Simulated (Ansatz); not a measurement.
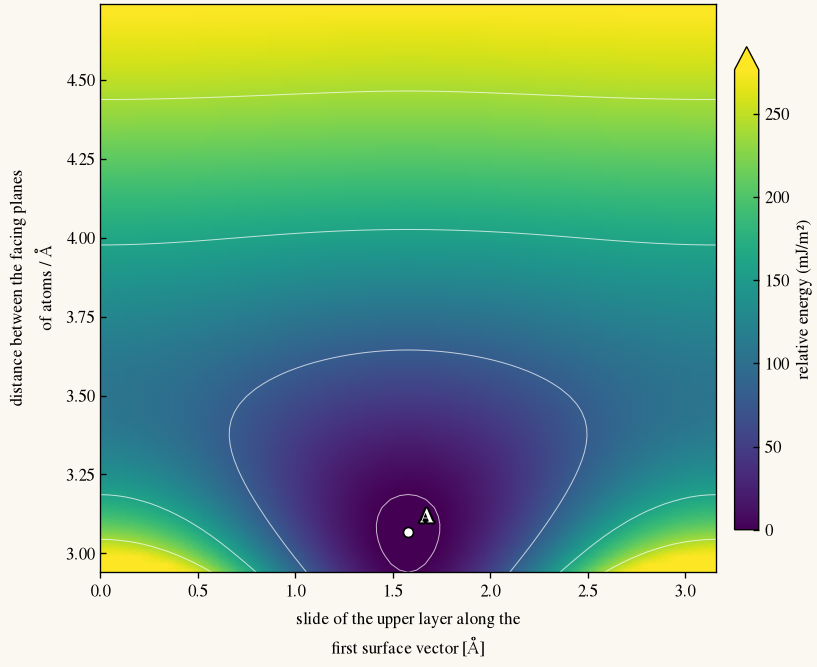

A bilayer of two WS₂ sheets (1H type), the upper one turned by 180 degrees about the normal (6 atoms in the cell). 
- The upper layer of a bilayer is slid along a line and lifted, both layers rigid.
- The first coordinate is: slide of the upper layer along the first surface vector, from S4 above S3; the second: distance between the facing planes of atoms.
- Grid: 6 × 6 points; 24 points were computed and 12 follow by symmetry.
- Points are written as (first, second).
- Energies are in mJ/m², from the lowest grid point.
- Theory: DFT PBE+D3(BJ), scalar-relativistic, plane waves, PAW in Ansatz. Settings: cutoff 420 eV, k-mesh 9×9×1, gaussian smearing 0.05 eV, no spin polarisation.

Drawn: a smooth colour map with a few white contour lines, one colour for all values above the top of the scale, the point A. Between grid points the surface is interpolated.

Find the lowest pass out of the well at A.

Answer. The easiest path leads from the well at about (1.58 Å, 3.07 Å) to its copy one period on. Its highest point lies about 113 mJ/m² above the bottom of the first well on the interpolated surface, at (0.00 Å, 3.46 Å). This is the barrier on the constrained surface; relaxing the other coordinates would change it.

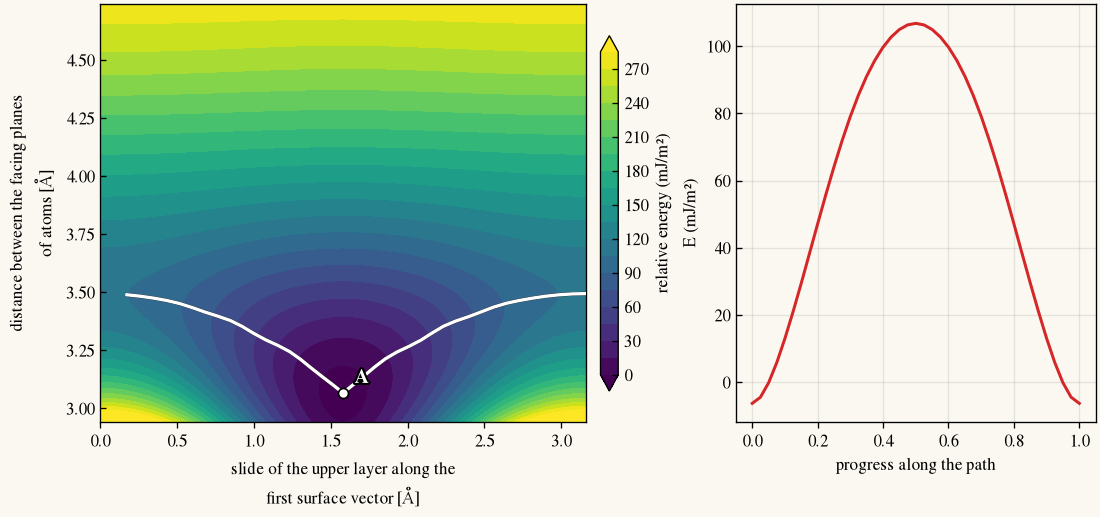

Drawn: filled contours, a line along the lowest path, one colour for all values above the top of the scale, the energy along the path at the right. Between grid points the surface is interpolated.

PAW datasets: the set soft_1.
